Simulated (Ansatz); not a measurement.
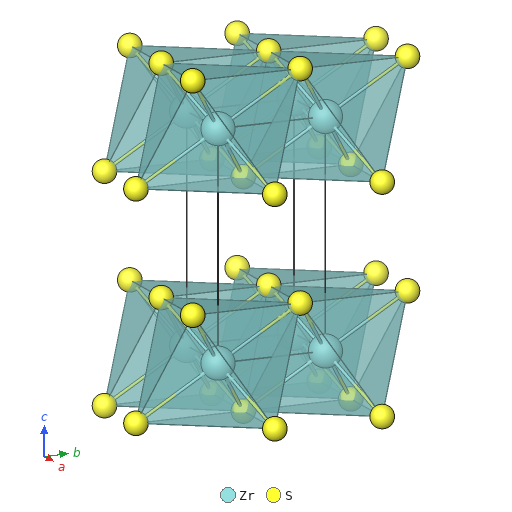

System: ZrS₂, space group P-3m1 (No. 164). The picture shows the cell.

Starting cell:
```
CELL_PARAMETERS angstrom
3.62737 0.00000 0.00000
-1.81369 3.14140 0.00000
0.00000 0.00000 5.88676
ATOMIC_POSITIONS crystal
Zr 0.00000 0.00000 0.00000
S 0.66667 0.33333 0.75316
S 0.33333 0.66667 0.24684
```

How it was computed, with Ansatz 0.2.0: energy, stress and cell of a relaxed crystal along a series of strains, atoms and what the cell freedom names relaxed within the symmetry; plane waves with PAW datasets, Γ-centred k mesh; energies extrapolated to zero smearing. Level: PBEsol, no spin polarisation.

```
       setting                      value
   wave cutoff                     420 eV
        k mesh                    12×12×6
   occupations                   Gaussian
smearing width                    0.02 eV
   strain kind    biaxial in the ab plane
  cell freedom  length and tilt of c free
```

Predict the energy change and band gap against strain. The strain takes the values −3, −2, −1, 0, 1, 2, 3 %.

The energy rises on both sides of the starting structure, which is therefore a minimum along this path. The energy change is 20.86 meV/atom at strain −3 % and 18.44 meV/atom at 3 %; the lowest computed point is at strain 0 % (0.00 meV/atom). The band gap stays open and runs from 0.384 eV at strain −3 % to 0.949 eV at 3 %.

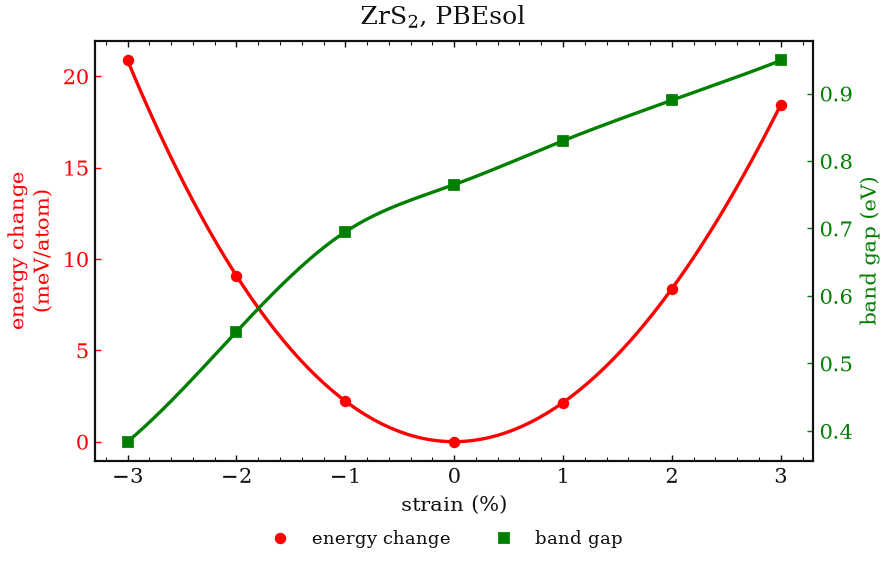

Caveats: a crossing between the sampled k points may be missed.
